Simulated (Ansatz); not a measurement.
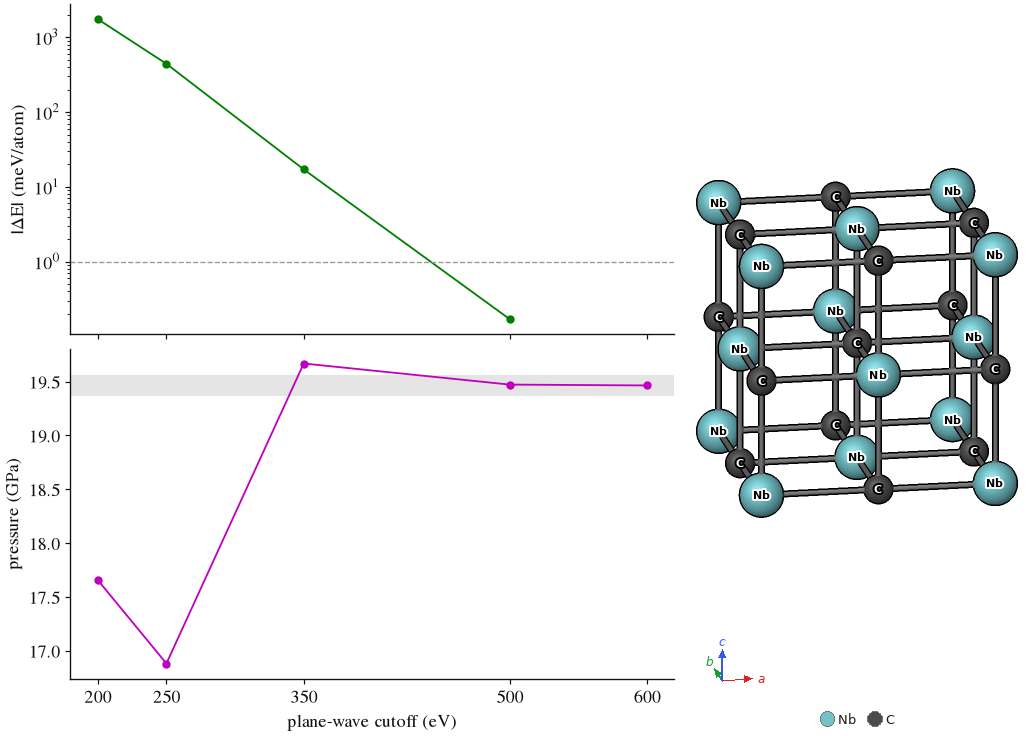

Beside the plot: the structure in its conventional cell.

Scan of the plane-wave cutoff (density cutoff scaled with it).
NbC (Fm-3m, 2 atoms in the cell); Ansatz 0.2.0, DFT, PBE, PAW with Ansatz's default frozen-core files, scalar-relativistic; 14×14×14 k-mesh, Fermi–Dirac smearing of 0.08 eV.
ΔE is the free energy less its value at the largest setting, 600 eV.
Dashed lines or grey bands mark the tolerance: 1 meV/atom and 0.1 GPa.
The pressure holds the program's Pulay correction for the finite basis; without it, low cutoffs would be much further off.

### What is enough for the free energy to 1 meV/atom?

The free energy is within 1 meV/atom of the largest setting's value from 500 eV on. It is off by 1700 meV/atom at 200 eV, 440 meV/atom at 250 eV and 17 meV/atom at 350 eV (always above it). The smaller bases give higher energies, which fall towards the limit as the basis grows.

### And the pressure, to 0.1 GPa?

The pressure is within 0.1 GPa of the largest setting's value from 500 eV on. It is 17.7 GPa at 200 eV, 16.9 GPa at 250 eV, 19.7 GPa at 350 eV and 19.5 GPa at 600 eV.
